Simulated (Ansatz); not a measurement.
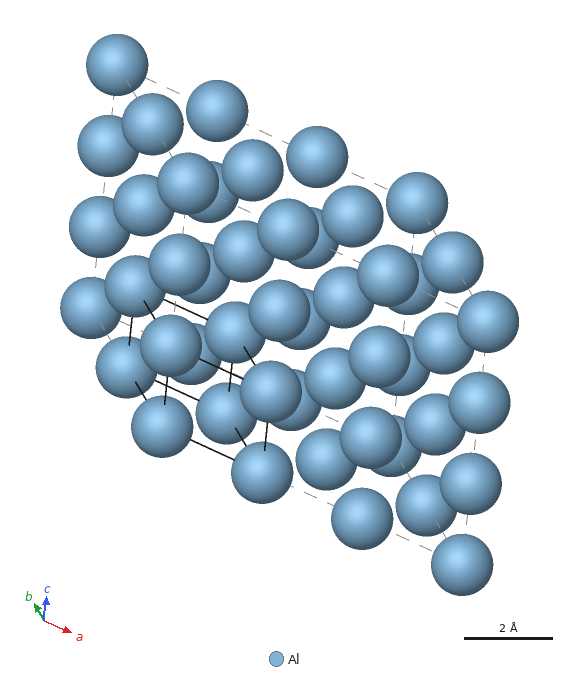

A spheres-only rendering, viewed from a general direction. 3×2×3 cells are drawn; the solid outline is the simulation cell.

The program read this input:
```yaml
crystal:
  lattice:
    - [-1.491763654, 1.4305686629, 1.5789810704]
    - [1.7655803727, -1.382010784, 1.8042399103]
    - [1.5482971536, 1.4385442837, -1.5304231915]
  atoms:
    - { symbol: Al, position: [0.0, 0.0, 0.0] }
basis:
  ecutwfc: 500
kpoints:
  mp_grid: { grid: [14, 14, 14] }
hamiltonian:
  xc: r2scan
scf:
  occupations: { method: gaussian, width: 0.15 }
output:
  forces: true
  stress: true
  eigenvalues: true
```
Run as:
```sh
ansatz run input.yaml --threads 1 --pin off --max-ram 2560MiB --backend cpu --events-out ev --progress --plain --runs-dir out
```

Calculation details: DFT r2SCAN, scalar-relativistic, plane waves, PAW (Ansatz); a basis cut at 500 eV, k-grid 14×14×14, Gaussian smearing of 0.15 eV, no spin polarisation.

### Predict the gap.

A metal: bands cross the Fermi level.

### Under what pressure is the structure?

The computed pressure is 4.8 GPa (compressed: it would expand). The stress isn't hydrostatic: its largest component is 10.7 GPa.

Its origin is a structure listed in the Materials Project. The cell was then strained or its atoms displaced on purpose. A calculation with Ansatz used it as input.

At this level of theory the cell isn't at rest (compressed, at 5 GPa), so its distances can differ from those at equilibrium, the more so the softer the solid.
